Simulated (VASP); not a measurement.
**PtS₂: geometry relaxation (part 1 of 3)**

PtS₂ (P-3m1, 3 atoms in the cell), computed with Kohn-Sham DFT of a periodic cell, PBE with D3(BJ), VASP PAW PBE potentials, recommended, no spin polarisation (VASP 6.6.1).

The structure derives from an entry of the Crystallography Open Database.

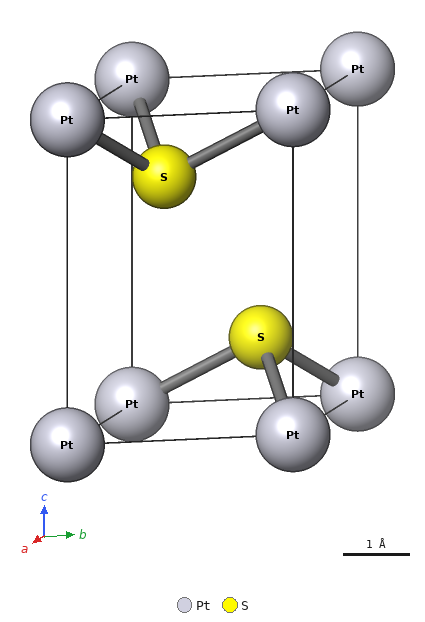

**Figure 1.** The input geometry (ball-and-stick view of the cell of the calculation, seen slightly off an axis). An atom can appear more than once, as a periodic image. Near neighbours in the periodic cell (some may lie outside the picture): Pt has 6 S at 2.34 Å; S has 3 Pt at 2.34 Å.

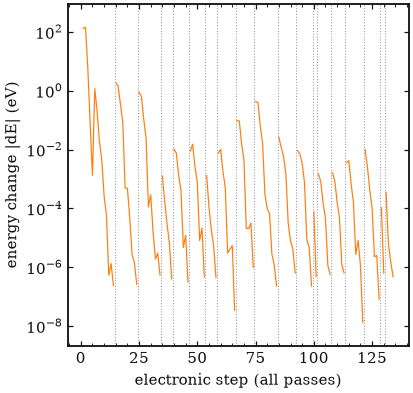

**Figure 2.** Convergence of the self-consistent field: energy change |dE| against the electronic step. Each stretch between dotted lines is the SCF of one geometry step of a relaxation. The 19 ionic steps take 2 to 14 electronic steps each. The density is held fixed in the first few steps, and dE rises again when its update begins.

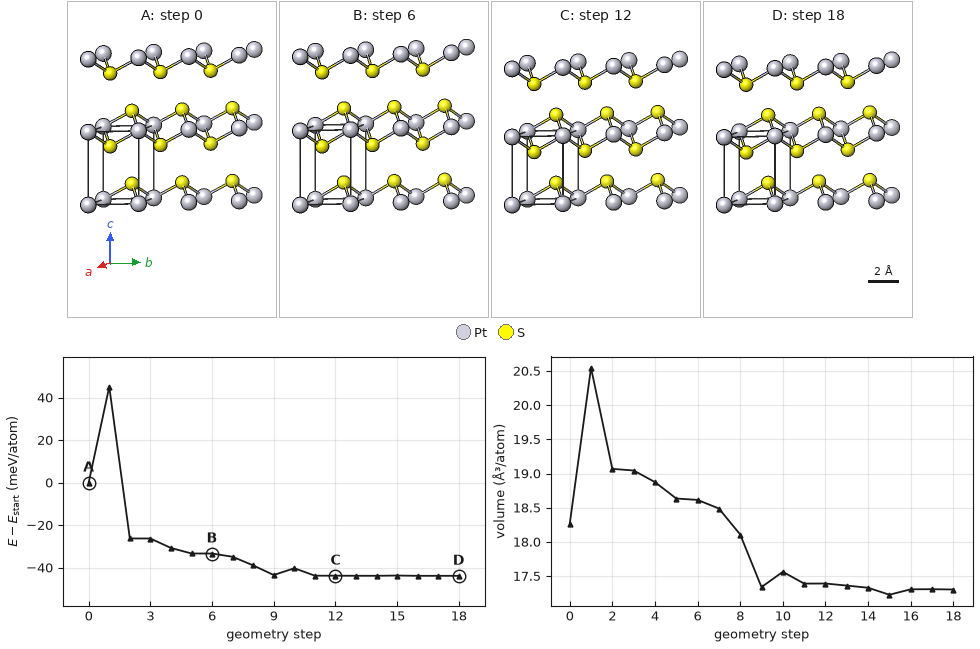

**Figure 3.** Frames of the relaxation (ball-and-stick view of the cell of the calculation, repeated 1 × 3 × 2, seen slightly off an axis) above the curves, on which the letters mark them (steps are counted from 0).

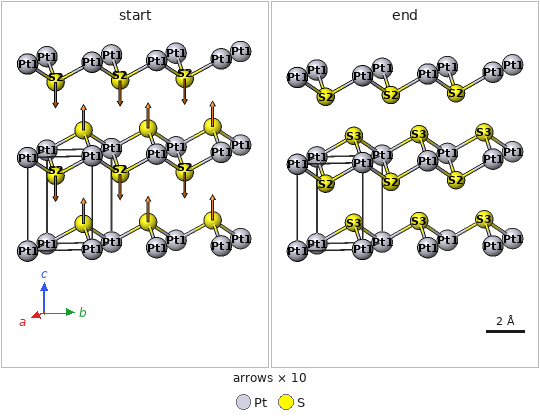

**Figure 4.** Before (left) and after (right) the relaxation, at one scale (ball-and-stick view of the cell of the calculation, repeated 1 × 3 × 2, seen slightly off an axis). The orange arrows give the displacements (without the part carried along by the change of the cell), magnified 10 times. Over 18 geometry steps the energy falls by 43.9 meV per atom. Largest force component: 1.2 eV/Å at the start, 0.0015 eV/Å at the end. The largest moves relative to the cell, 0.14 Å, are those of S2 and S3. Pt stays in place. The drawn cell changes as follows: a = b 3.543 → 3.579 Å (+1.0 %), c 5.039 → 4.678 Å (−7.2 %); the volume changes by −5.2 %. Among the contacts that change: Pt1–S2 2.344 → 2.392 Å. The space group stays P-3m1 (No. 164). (Atoms are counted from 1 in the order of the input.)

The input and output of the run follow.

### INCAR
```
PREC     = Accurate       # precision mode
ENCUT    = 600            # plane-wave cutoff, eV
EDIFF    = 1E-6           # SCF threshold, eV
ISMEAR   = 0              # smearing method
SIGMA    = 0.02           # smearing width, eV
LREAL    = F              # projectors in reciprocal space
LASPH    = T              # aspherical terms in the spheres
NELM     = 80             # most SCF steps
ALGO     = Normal         # electronic algorithm
ISIF     = 3              # what is computed and relaxed
LWAVE    = F              # write WAVECAR
LCHARG   = F              # write CHGCAR
GGA      = PE             # functional
IVDW     = 12             # dispersion correction
IBRION   = 2              # ionic algorithm
NSW      = 40             # ionic steps
EDIFFG   = -0.005         # ionic threshold
```

### KPOINTS
```
Automatic mesh
0
Gamma
  8 8 4
```

### POSCAR
```
PtS2
1.0
    3.5432000000      0.0000000000      0.0000000000
   -1.7716000000      3.0685012107      0.0000000000
    0.0000000000      0.0000000000      5.0388000000
Pt S
1 2
Direct
    0.0000000000      0.0000000000      0.0000000000
    0.6666666667      0.3333333333      0.7730000000
    0.3333333333      0.6666666667      0.2270000000
```

Launched with:
```bash
cat potpaw_PBE.64/Pt/POTCAR potpaw_PBE.64/S/POTCAR > POTCAR
mpirun -np 1 vasp_std > vasp.out
```

### OSZICAR
```
N       E                     dE             d eps       ncg     rms          rms(c)
DAV:   1     0.133122945035E+03    0.13312E+03   -0.11680E+04  1058   0.148E+03
DAV:   2    -0.105311204571E+02   -0.14365E+03   -0.14015E+03  1344   0.265E+02
DAV:   3    -0.165940798577E+02   -0.60630E+01   -0.60299E+01  1316   0.587E+01
DAV:   4    -0.166693435648E+02   -0.75264E-01   -0.75235E-01  1365   0.712E+00
DAV:   5    -0.166706683628E+02   -0.13248E-02   -0.13247E-02  1386   0.911E-01    0.201E+01
DAV:   6    -0.154894243434E+02    0.11812E+01   -0.78518E+00  1106   0.291E+01    0.128E+01
DAV:   7    -0.152944518888E+02    0.19497E+00   -0.13579E+00  1106   0.128E+01    0.628E+00
DAV:   8    -0.152757025954E+02    0.18749E-01   -0.69761E-02  1309   0.220E+00    0.125E+00
DAV:   9    -0.152713038907E+02    0.43987E-02   -0.14834E-02  1295   0.136E+00    0.217E-01
DAV:  10    -0.152715664231E+02   -0.26253E-03   -0.16242E-03  1351   0.306E-01    0.120E-01
DAV:  11    -0.152716268713E+02   -0.60448E-04   -0.87460E-05  1317   0.786E-02    0.280E-02
DAV:  12    -0.152716274053E+02   -0.53401E-06   -0.21146E-05  1365   0.496E-02    0.109E-02
DAV:  13    -0.152716287286E+02   -0.13233E-05   -0.17299E-06   980   0.121E-02    0.406E-03
DAV:  14    -0.152716289666E+02   -0.23808E-06   -0.45769E-07   728   0.485E-03
   1 F= -.16539402E+02 E0= -.16539402E+02  d E =-.165394E+02
       N       E                     dE             d eps       ncg     rms          rms(c)
DAV:   1    -0.171897228831E+02   -0.19181E+01   -0.46752E+01  1134   0.603E+01    0.965E+00
DAV:   2    -0.157194079355E+02    0.14703E+01   -0.83805E+00  1106   0.325E+01    0.911E+00
DAV:   3    -0.153680000256E+02    0.35141E+00   -0.71247E-01  1099   0.962E+00    0.494E+00
DAV:   4    -0.152787749843E+02    0.89225E-01   -0.41076E-01  1120   0.405E+00    0.197E+00
DAV:   5    -0.152792704017E+02   -0.49542E-03   -0.82946E-03  1365   0.659E-01    0.103E+00
DAV:   6    -0.152787863088E+02    0.48409E-03   -0.34847E-03  1190   0.489E-01    0.830E-02
DAV:   7    -0.152788342464E+02   -0.47938E-04   -0.24912E-04  1400   0.125E-01    0.475E-02
DAV:   8    -0.152788368701E+02   -0.26237E-05   -0.18778E-05  1295   0.315E-02    0.166E-02
DAV:   9    -0.152788382818E+02   -0.14117E-05   -0.15304E-06   994   0.100E-02    0.368E-03
DAV:  10    -0.152788385456E+02   -0.26386E-06   -0.32385E-07   777   0.452E-03
   2 F= -.16404143E+02 E0= -.16404143E+02  d E =0.135259E+00
       N       E                     dE             d eps       ncg     rms          rms(c)
DAV:   1    -0.161691693198E+02   -0.89033E+00   -0.19408E+01  1134   0.392E+01    0.675E+00
DAV:   2    -0.155371666570E+02    0.63200E+00   -0.31132E+00  1120   0.184E+01    0.383E+00
DAV:   3    -0.154296112432E+02    0.10756E+00   -0.24628E-01  1120   0.549E+00    0.142E+00
DAV:   4    -0.154042699826E+02    0.25341E-01   -0.14234E-01  1127   0.241E+00    0.733E-01
DAV:   5    -0.154041573322E+02    0.11265E-03   -0.39605E-03  1330   0.585E-01    0.498E-01
DAV:   6    -0.154044462097E+02   -0.28888E-03   -0.90583E-04  1267   0.234E-01    0.106E-01
DAV:   7    -0.154044625871E+02   -0.16377E-04   -0.18857E-04  1393   0.153E-01    0.315E-02
DAV:   8    -0.154044606909E+02    0.18961E-05   -0.16285E-05  1295   0.398E-02    0.202E-02
DAV:   9    -0.154044576803E+02    0.30107E-05   -0.87533E-06  1274   0.208E-02    0.625E-03
DAV:  10    -0.154044582222E+02   -0.54188E-06   -0.45245E-07   616   0.524E-03
   3 F= -.16618213E+02 E0= -.16618213E+02  d E =-.788109E-01
       N       E                     dE             d eps       ncg     rms          rms(c)
DAV:   1    -0.154032019890E+02    0.12557E-02   -0.53793E-03  1134   0.655E-01    0.103E-01
DAV:   2    -0.154030266735E+02    0.17532E-03   -0.87945E-04  1120   0.328E-01    0.761E-02
DAV:   3    -0.154029976617E+02    0.29012E-04   -0.63084E-05  1141   0.897E-02    0.341E-02
DAV:   4    -0.154029909382E+02    0.67235E-05   -0.47285E-05  1106   0.413E-02    0.123E-02
DAV:   5    -0.154029913428E+02   -0.40458E-06   -0.17857E-06   889   0.125E-02
   4 F= -.16618288E+02 E0= -.16618288E+02  d E =-.788860E-01
       N       E                     dE             d eps       ncg     rms          rms(c)
DAV:   1    -0.154133820759E+02   -0.10391E-01   -0.79002E-01  1050   0.655E+00    0.686E-01
DAV:   2    -0.154058648772E+02    0.75172E-02   -0.52984E-02  1295   0.208E+00    0.408E-01
DAV:   3    -0.154045696455E+02    0.12952E-02   -0.30437E-03  1232   0.452E-01    0.162E-01
DAV:   4    -0.154041699697E+02    0.39968E-03   -0.17997E-03  1190   0.332E-01    0.916E-02
DAV:   5    -0.154041746398E+02   -0.46701E-05   -0.50720E-05  1309   0.621E-02    0.621E-02
DAV:   6    -0.154041867681E+02   -0.12128E-04   -0.22411E-05  1365   0.340E-02    0.299E-03
DAV:   7    -0.154041864550E+02    0.31315E-06   -0.83210E-07   798   0.728E-03
   5 F= -.16631633E+02 E0= -.16631633E+02  d E =-.133456E-01
       N       E                     dE             d eps       ncg     rms          rms(c)
DAV:   1    -0.154131115514E+02   -0.89248E-02   -0.16058E+00  1050   0.936E+00    0.971E-01
DAV:   2    -0.153978534931E+02    0.15258E-01   -0.10648E-01  1302   0.293E+00    0.579E-01
DAV:   3    -0.153952481485E+02    0.26053E-02   -0.60150E-03  1232   0.626E-01    0.230E-01
DAV:   4    -0.153944672374E+02    0.78091E-03   -0.35634E-03  1183   0.469E-01    0.129E-01
DAV:   5    -0.153944753299E+02   -0.80925E-05   -0.10357E-04  1330   0.899E-02    0.877E-02
DAV:   6    -0.153944970099E+02   -0.21680E-04   -0.44680E-05  1358   0.482E-02    0.414E-03
DAV:   7    -0.153944965424E+02    0.46743E-06   -0.16566E-06   939   0.103E-02
   6 F= -.16639438E+02 E0= -.16639438E+02  d E =-.211503E-01
       N       E                     dE             d eps       ncg     rms          rms(c)
DAV:   1    -0.153931845534E+02    0.13125E-02   -0.11472E-02  1050   0.793E-01    0.830E-02
DAV:   2    -0.153930738845E+02    0.11067E-03   -0.77650E-04  1316   0.253E-01    0.513E-02
DAV:   3    -0.153930553229E+02    0.18562E-04   -0.43517E-05  1239   0.541E-02    0.204E-02
DAV:   4    -0.153930498537E+02    0.54692E-05   -0.27505E-05  1197   0.403E-02    0.109E-02
DAV:   5    -0.153930503015E+02   -0.44776E-06   -0.67452E-07   665   0.760E-03
   7 F= -.16639483E+02 E0= -.16639483E+02  d E =-.211951E-01
       N       E                     dE             d eps       ncg     rms          rms(c)
DAV:   1    -0.154005892153E+02   -0.75394E-02   -0.65488E-01  1050   0.591E+00    0.815E-01
DAV:   2    -0.153904291220E+02    0.10160E-01   -0.61042E-02  1120   0.266E+00    0.456E-01
DAV:   3    -0.153886889562E+02    0.17402E-02   -0.32497E-03  1274   0.639E-01    0.190E-01
DAV:   4    -0.153881706980E+02    0.51826E-03   -0.36679E-03  1106   0.367E-01    0.931E-02
DAV:   5    -0.153881676425E+02    0.30555E-05   -0.22601E-04  1204   0.112E-01    0.529E-02
DAV:   6    -0.153881717634E+02   -0.41209E-05   -0.23854E-05  1344   0.503E-02    0.313E-02
DAV:   7    -0.153881771473E+02   -0.53838E-05   -0.11896E-05  1232   0.302E-02    0.969E-03
DAV:   8    -0.153881771129E+02    0.34358E-07   -0.13568E-06   728   0.119E-02
   8 F= -.16644077E+02 E0= -.16644077E+02  d E =-.459399E-02
       N       E                     dE             d eps       ncg     rms          rms(c)
DAV:   1    -0.154857996768E+02   -0.97623E-01   -0.60163E+00  1050   0.179E+01    0.240E+00
DAV:   2    -0.153912663873E+02    0.94533E-01   -0.56452E-01  1134   0.800E+00    0.136E+00
DAV:   3    -0.153753229431E+02    0.15943E-01   -0.31225E-02  1218   0.196E+00    0.538E-01
DAV:   4    -0.153708973368E+02    0.44256E-02   -0.29453E-02  1134   0.106E+00    0.276E-01
DAV:   5    -0.153709185874E+02   -0.21251E-04   -0.16369E-03  1232   0.304E-01    0.161E-01
DAV:   6    -0.153709390895E+02   -0.20502E-04   -0.18007E-04  1303   0.131E-01    0.879E-02
DAV:   7    -0.153709708633E+02   -0.31774E-04   -0.74516E-05  1274   0.762E-02    0.198E-02
DAV:   8    -0.153709698786E+02    0.98470E-06   -0.90745E-06  1323   0.309E-02
   9 F= -.16656249E+02 E0= -.16656249E+02  d E =-.167658E-01
       N       E                     dE             d eps       ncg     rms          rms(c)
DAV:   1    -0.158023428809E+02   -0.43137E+00   -0.25210E+01  1050   0.367E+01    0.485E+00
DAV:   2    -0.154029826128E+02    0.39936E+00   -0.24167E+00  1141   0.160E+01    0.268E+00
DAV:   3    -0.153373786313E+02    0.65604E-01   -0.14833E-01  1225   0.410E+00    0.100E+00
DAV:   4    -0.153209565616E+02    0.16422E-01   -0.94708E-02  1127   0.198E+00    0.561E-01
DAV:   5    -0.153212630573E+02   -0.30650E-03   -0.44854E-03  1246   0.505E-01    0.324E-01
DAV:   6    -0.153213610189E+02   -0.97962E-04   -0.66173E-04  1282   0.227E-01    0.153E-01
DAV:   7    -0.153214270337E+02   -0.66015E-04   -0.23678E-04  1274   0.131E-01    0.299E-02
DAV:   8    -0.153214242141E+02    0.28196E-05   -0.27128E-05  1323   0.501E-02    0.157E-02
DAV:   9    -0.153214254084E+02   -0.11943E-05   -0.39477E-06  1197   0.176E-02    0.318E-03
DAV:  10    -0.153214251785E+02    0.22988E-06   -0.29992E-07   609   0.550E-03
  10 F= -.16669825E+02 E0= -.16669825E+02  d E =-.303421E-01
       N       E                     dE             d eps       ncg     rms          rms(c)
DAV:   1    -0.153474210826E+02   -0.25996E-01   -0.25228E+00  1064   0.114E+01    0.148E+00
DAV:   2    -0.153354410680E+02    0.11980E-01   -0.14864E-01  1288   0.351E+00    0.925E-01
DAV:   3    -0.153295981567E+02    0.58429E-02   -0.12055E-02  1169   0.104E+00    0.484E-01
DAV:   4    -0.153280913119E+02    0.15068E-02   -0.87181E-03  1183   0.699E-01    0.160E-01
DAV:   5    -0.153280596824E+02    0.31630E-04   -0.38802E-04  1169   0.157E-01    0.102E-01
DAV:   6    -0.153280519029E+02    0.77796E-05   -0.72637E-05  1309   0.611E-02    0.248E-02
DAV:   7    -0.153280477563E+02    0.41465E-05   -0.10532E-05  1246   0.227E-02    0.940E-03
DAV:   8    -0.153280471232E+02    0.63319E-06   -0.30616E-06  1029   0.117E-02
  11 F= -.16660189E+02 E0= -.16660189E+02  d E =0.963605E-02
       N       E                     dE             d eps       ncg     rms          rms(c)
DAV:   1    -0.153374016448E+02   -0.93539E-02   -0.15071E+00  1057   0.882E+00    0.122E+00
DAV:   2    -0.153302939011E+02    0.71077E-02   -0.87171E-02  1330   0.266E+00    0.651E-01
DAV:   3    -0.153268769106E+02    0.34170E-02   -0.77792E-03  1141   0.815E-01    0.320E-01
DAV:   4    -0.153261467852E+02    0.73013E-03   -0.41666E-03  1204   0.504E-01    0.113E-01
DAV:   5    -0.153261380357E+02    0.87495E-05   -0.16023E-04  1218   0.103E-01    0.655E-02
DAV:   6    -0.153261427783E+02   -0.47427E-05   -0.41877E-05  1323   0.462E-02    0.186E-02
DAV:   7    -0.153261430079E+02   -0.22958E-06   -0.50530E-06  1202   0.169E-02
  12 F= -.16670773E+02 E0= -.16670773E+02  d E =-.947843E-03
       N       E                     dE             d eps       ncg     rms          rms(c)
DAV:   1    -0.153262191441E+02   -0.76366E-04   -0.55397E-05  1050   0.528E-02    0.974E-03
DAV:   2    -0.153262186600E+02    0.48410E-06   -0.27845E-06   824   0.155E-02
  13 F= -.16670773E+02 E0= -.16670773E+02  d E =-.948468E-03
       N       E                     dE             d eps       ncg     rms          rms(c)
DAV:   1    -0.153247245692E+02    0.14946E-02   -0.60082E-02  1050   0.179E+00    0.241E-01
DAV:   2    -0.153239323911E+02    0.79218E-03   -0.48784E-03  1127   0.732E-01    0.132E-01
DAV:   3    -0.153237844178E+02    0.14797E-03   -0.29615E-04  1260   0.185E-01    0.563E-02
DAV:   4    -0.153237392442E+02    0.45174E-04   -0.27475E-04  1127   0.106E-01    0.277E-02
DAV:   5    -0.153237403988E+02   -0.11547E-05   -0.17857E-05  1176   0.308E-02    0.132E-02
DAV:   6    -0.153237409746E+02   -0.57580E-06   -0.19387E-06   915   0.138E-02
  14 F= -.16670886E+02 E0= -.16670886E+02  d E =-.112598E-03
       N       E                     dE             d eps       ncg     rms          rms(c)
DAV:   1    -0.153221289326E+02    0.16115E-02   -0.65782E-02  1050   0.187E+00    0.249E-01
DAV:   2    -0.153212662773E+02    0.86266E-03   -0.53532E-03  1127   0.766E-01    0.141E-01
DAV:   3    -0.153211050436E+02    0.16123E-03   -0.32356E-04  1260   0.193E-01    0.603E-02
DAV:   4    -0.153210559674E+02    0.49076E-04   -0.30286E-04  1134   0.111E-01    0.293E-02
DAV:   5    -0.153210571897E+02   -0.12223E-05   -0.19769E-05  1183   0.324E-02    0.139E-02
DAV:   6    -0.153210578290E+02   -0.63930E-06   -0.21732E-06   984   0.146E-02
  15 F= -.16670918E+02 E0= -.16670918E+02  d E =-.144565E-03
       N       E                     dE             d eps       ncg     rms          rms(c)
DAV:   1    -0.153174285761E+02    0.36286E-02   -0.10587E-01  1085   0.299E+00    0.456E-01
DAV:   2    -0.153131860632E+02    0.42425E-02   -0.17726E-02  1085   0.152E+00    0.303E-01
DAV:   3    -0.153125140069E+02    0.67206E-03   -0.12759E-03  1155   0.400E-01    0.115E-01
DAV:   4    -0.153123557198E+02    0.15829E-03   -0.95189E-04  1099   0.187E-01    0.528E-02
DAV:   5    -0.153123584528E+02   -0.27330E-05   -0.23106E-05  1288   0.459E-02    0.379E-02
DAV:   6    -0.153123667284E+02   -0.82756E-05   -0.83427E-06  1260   0.220E-02    0.832E-03
```
